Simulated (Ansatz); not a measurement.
# Is the response still linear at 0.5 V/Å? 1T-MnSeTe bilayer, like faces together

The dipole of a slab grows in proportion to a weak field along its normal. Does the weak-field slope carry to a strong field?

How it was computed: Ansatz 0.2.0, plane waves with PAW datasets (its set soft_2), PBE-D3(BJ); atoms held at their relaxed places, 18 Å of vacuum, dipole correction, cell area 11.47 Å², spin-polarised, 18×18 k-points, smearing 0.05 eV. Without field the slab has no gap over 0.05 eV.

| run | field (V/Å) | dipole (e·Å) |
| --- | --- | --- |
| run 1 | −0.10 | −0.07365 |
| run 2 | 0.00 | −0.00062 |
| run 3 | 0.10 | 0.07242 |
| run 4 | 0.50 | ? |

Q: Estimate the withheld value from the rows shown.

A least-squares line through the 3 rows shown has slope 0.730350 and intercept −0.000617; no row lies more than 0.00001 e·Å off it. A perfect conductor with that slope would be 180.95 × 0.73035 / 11.47 = 11.52 Å thick. At 0.50 it gives 0.730350 × 0.50 + (−0.000617) = 0.36456 e·Å, beyond the rows fitted. Rounding and scatter of the rows alone allow about ±0.00002 e·Å there.

The run itself gives 0.36489 e·Å: a miss of +0.00033 e·Å. That is under 1 % of the induced dipole, so the response is still linear.

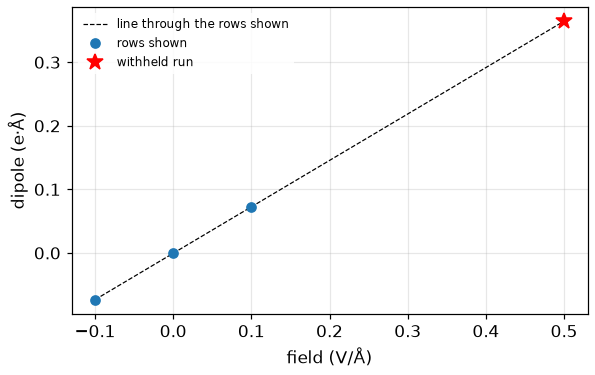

The fit and the withheld run.

Caveats: Ions are held, so this is the electronic response. Of the series that stay linear within 1 %, this collection keeps about one in seven, and it keeps all that bend. With a small gap or none the response hangs on mesh and smearing, which were not varied here. Spin-orbit coupling is left out, which changes the bands of elements this heavy.
